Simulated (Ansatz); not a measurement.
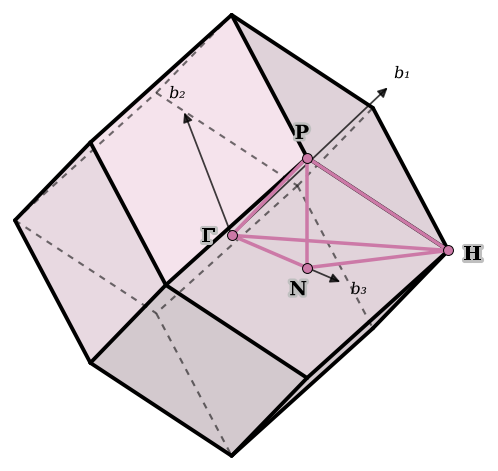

Crystal: Bi, the input geometry of an electronic-structure calculation (not necessarily at equilibrium). The figure shows the first Brillouin zone with its special points and a band path. Geometry calculated from the standardised cell; symmetry tolerance 0.002 Å.

Labels and path follow the convention of Hinuma et al. (2017), as computed by seekpath; the arrows show the directions of the reciprocal primitive vectors b₁, b₂, b₃.

Question: Which Bravais lattice has this zone?

Answer: A body-centred cubic lattice (cI; extended symbol cI1). The zone is a rhombic dodecahedron in its combinatorial type: 12 faces (12 with 4 edges), 24 edges, 14 vertices.

Question: Write the standard path through the labelled points.

Answer: Γ–H–N–Γ–P–H | P–N
